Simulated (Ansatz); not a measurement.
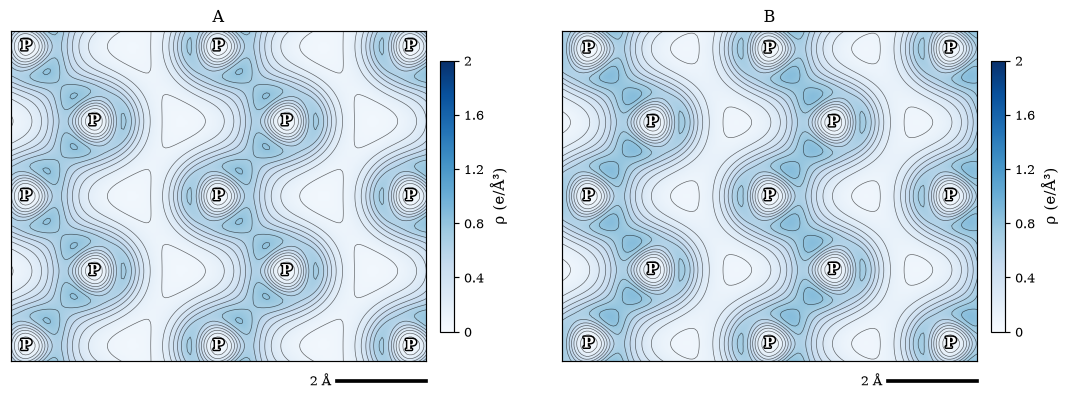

P. The valence pseudo-density of two cells that differ in size and shape, on the (11̄0) plane of each (indices in the axes of the calculation cell), at one length scale and on one colour scale: A has 19.0 Å³ an atom and B 17.4.

Method: Ansatz 0.2.0, DFT PBEsol, scalar-relativistic, plane waves, PAW.

In a PAW calculation such maps are meaningful between the atoms, not at the nuclei.

The larger cell:

```
P
1.0
     1.68359   -5.22254    0.00000
     1.68359    5.22254    0.00000
     0.00000    0.00000    4.32309
P
4
Direct
  0.10528 0.89472 0.92713
  0.60528 0.39472 0.57287
  0.89472 0.10528 0.07287
  0.39472 0.60528 0.42713
```

The smaller cell: a = 5.406 Å, b = 5.406 Å, c = 4.071 Å, α = 90.00°, β = 90.00°, γ = 144.26°.

Question: What changes from the larger cell to the smaller?

Answer: From the larger cell to the smaller, P–P goes from 2.28 to 2.20 Å, and the density at its midpoint from 0.69 to 0.78 e/Å³; the pressure goes from −4.5 to 2.6 GPa.
